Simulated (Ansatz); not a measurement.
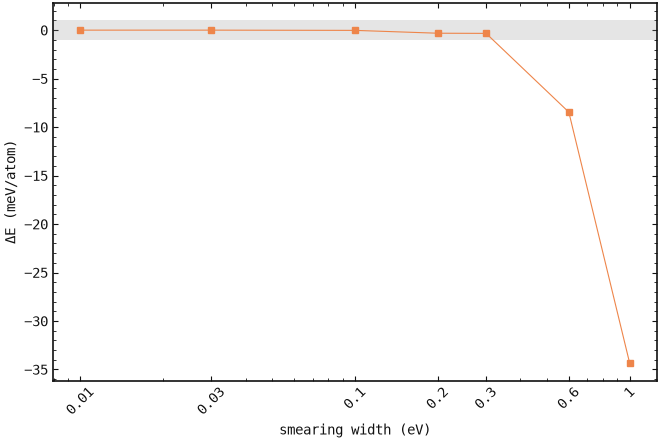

One cell, run at 7 values of the smearing width.
System: Pd (Fm-3m, 1 atom in the cell).
Method: DFT, r2SCAN, plane waves (500 eV) with PAW, scalar-relativistic (Ansatz 0.2.0); 14×14×14 k-mesh, collinear spins, Methfessel–Paxton smearing.
ΔE is the free energy less its value at the smallest setting, 0.01 eV.
Dashed lines or grey bands mark the tolerance: 1 meV/atom.

**From which setting is the free energy converged to 1 meV/atom?**

The free energy is within 1 meV/atom of the smallest setting's value from 0.3 eV down. It is off by −34 meV/atom at 1 eV and −8.5 meV/atom at 0.6 eV.
